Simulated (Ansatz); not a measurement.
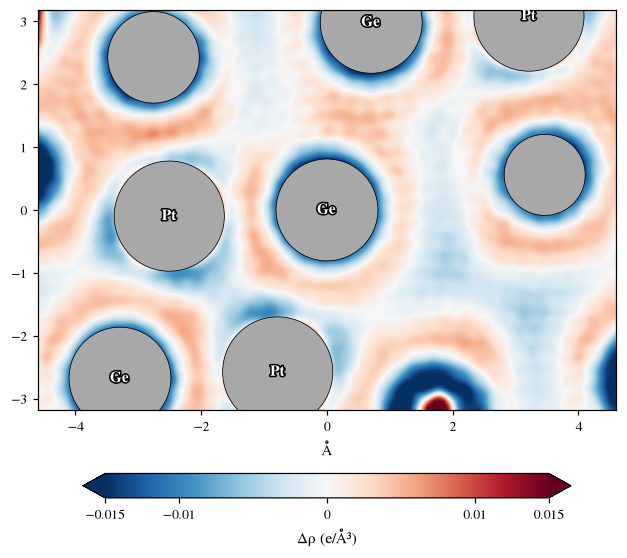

GePt. Difference of the valence pseudo-densities of two functionals at the same geometry, on the (111) plane of the calculation cell: r2SCAN less LDA.

Space group Pnma.

Both computed with Ansatz (plane waves, PAW), on the same k-point mesh. Grey discs cover the atomic cores.

```
Ge Pt
1.0
     5.82882    0.00000    0.00000
     0.00000    3.74384    0.00000
     0.00000    0.00000    6.18917
Ge Pt
4 4
Direct
  0.18671 0.25000 0.58748
  0.31329 0.75000 0.08748
  0.68671 0.25000 0.91252
  0.81329 0.75000 0.41252
  0.99813 0.25000 0.19298
  0.50187 0.75000 0.69298
  0.49813 0.25000 0.30702
  0.00187 0.75000 0.80702
```

Question: Where does the change of functional move the electrons?

Answer: Against LDA, r2SCAN gives less density around Ge (−0.005 e/Å³ on average at 1.0 Å from the nucleus) and a change of +0.004 e/Å³ at the midpoint of Ge–Pt.
